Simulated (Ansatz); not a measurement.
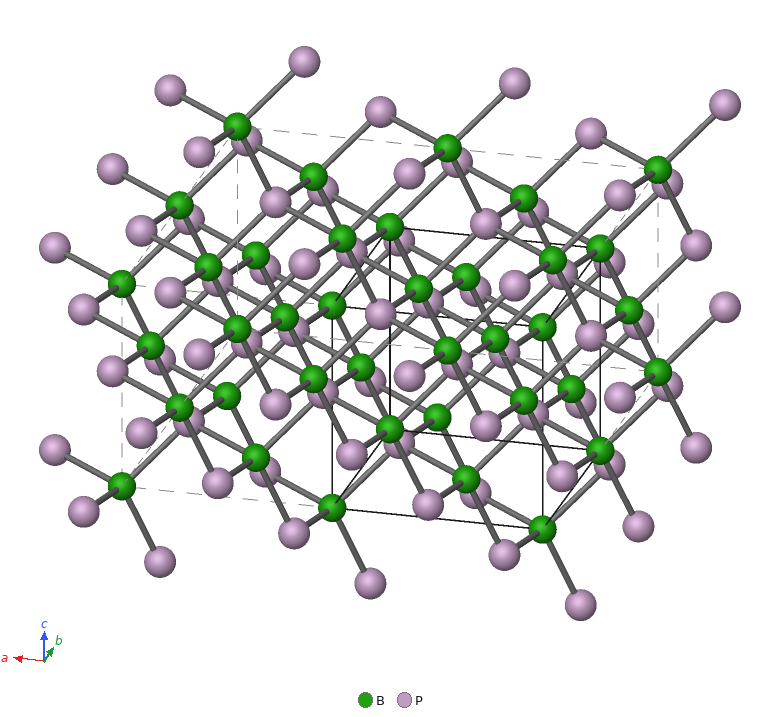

BP (space group F-43m, No. 216): the end point of a relaxation with DFT, r2SCAN, plane waves, PAW (Ansatz 0.2.0).

Bonds are taken as B–P below 2.2 Å. The graph is simplified in the usual way: terminal and isolated atoms are pruned, two-connected atoms become edges.

What kind of net remains, and which atoms are its nodes?

Answer. A uninodal 4-connected, three-periodic net: B and P are 4-connected nodes.

Which named net is it?

Answer. It is the dia net, known from diamond, zinc blende and cristobalite.

Is the net interpenetrated?

Answer. It is a single net, without interpenetration.

How many nodes does the smallest cycle have?

Answer. Six.

Give the point symbol of each node (shortest cycle at each angle).

Answer. B and P: 6⁶.
